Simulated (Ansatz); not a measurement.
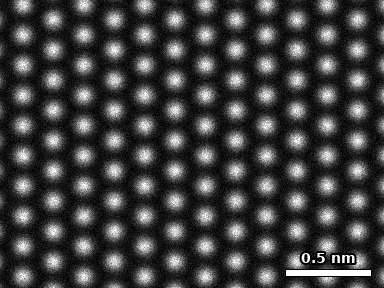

Z-contrast image of a crystal. The image is simulated as a sum over atoms of Z^1.6, blurred by a 0.83 Å probe (no channelling). The probe carries 25 % of its weight in a tail 2.5 times as wide. Shot noise was added.

Q: Give the net of the columns and its spacings.

A: The pattern repeats on a centred rectangular net of 1.8 × 3.6 Å.

Q: Which plane group does this projection have?

A: c2mm: perpendicular mirror lines on a centred net, with further twofold points between them.

Q: How many columns does the smallest repeating cell hold, and how many levels of brightness?

A: 1 column in the primitive cell of 3.3 Å², all of one brightness.

The crystal is Ca (P6/mmm, No. 191) seen along [201]. Structure used: a calculation's starting geometry; the starting structure was generated, so it need not be a known form of this composition.
